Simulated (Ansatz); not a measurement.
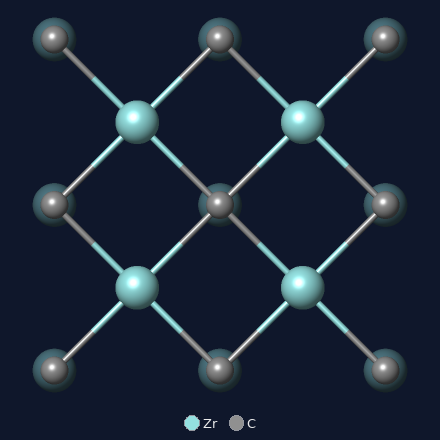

The system is H on a ZrC(100) slab cut from the Fm-3m phase, its upper half relaxed before the scan (24 atoms of substrate and one adsorbate in a 2 × 2 cell); the picture shows it without the atoms that are moved over the map. H is moved over the surface cell; relaxed at each place: the height of the adsorbate's atoms; substrate rigid; the origin of the map has the adsorbate above C21. Places are given modulo a cell vector. The map is drawn in real space over the plane of the surface. The grid has 8 × 8 points; 15 points were computed and 49 follow by symmetry. Places are given in fractions of the 1 × 1 surface cell. Energies are in eV, from the lowest grid point. Level of theory: DFT PBE, scalar-relativistic, plane waves, PAW (Ansatz 0.2.0). Settings: cutoff 420 eV, k-mesh 4×4×1, gaussian smearing 0.1 eV, no spin polarisation.

Range: position of H25 along the first surface vector from 0.000 to 0.875; position of H25 along the second surface vector from 0.000 to 0.875.

Q: What landscape does the calculation give?

A: The lowest grid point is at the top site over a surface C atom, (0/8, 0/8) of the cell vectors. No other kind of well shows on this grid. The highest grid point, the top site over a surface Zr atom, (4/8, 4/8) of the cell vectors, lies 2.00 eV above the lowest. At the lowest point the adsorbate has 1 C at 1.13 Å as nearest neighbours, at the highest 1 Zr at 1.99 Å. Its relaxed height above the top atom is 1.13 Å at the lowest and 1.92 Å at the highest point.

```tsv
second ↓, first →	0/8	1/8	2/8	3/8	4/8	5/8	6/8	7/8
7/8	0.00	0.10	0.68	1.44	1.56	1.44	0.68	0.10
6/8	0.16	0.68	1.65	1.85	1.86	1.85	1.65	0.68
5/8	0.83	1.44	1.85	1.94	1.97	1.94	1.85	1.44
4/8	1.12	1.56	1.86	1.97	2.00	1.97	1.86	1.56
3/8	0.83	1.44	1.85	1.94	1.97	1.94	1.85	1.44
2/8	0.16	0.68	1.65	1.85	1.86	1.85	1.65	0.68
1/8	0.00	0.10	0.68	1.44	1.56	1.44	0.68	0.10
0/8	0.00	0.00	0.16	0.83	1.12	0.83	0.16	0.00
```

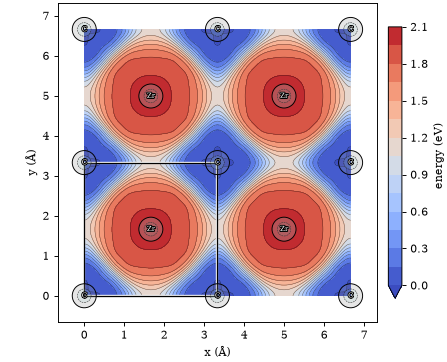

In the figure: filled contours, labelled circles for the atoms of the top layer and small ones for the second layer, the outline of one cell of the 2 × 2 shown. Between grid points the surface is interpolated.

Each point was launched as `ansatz run input.yaml --threads 4 --pin off --max-ram 12288MiB --backend cpu --events-out ev --progress --plain --runs-dir out`. The whole map (15 points run) took 28 min on 4 threads of Intel(R) Xeon(R) Processor @ 2.70GHz, with other jobs on the host.
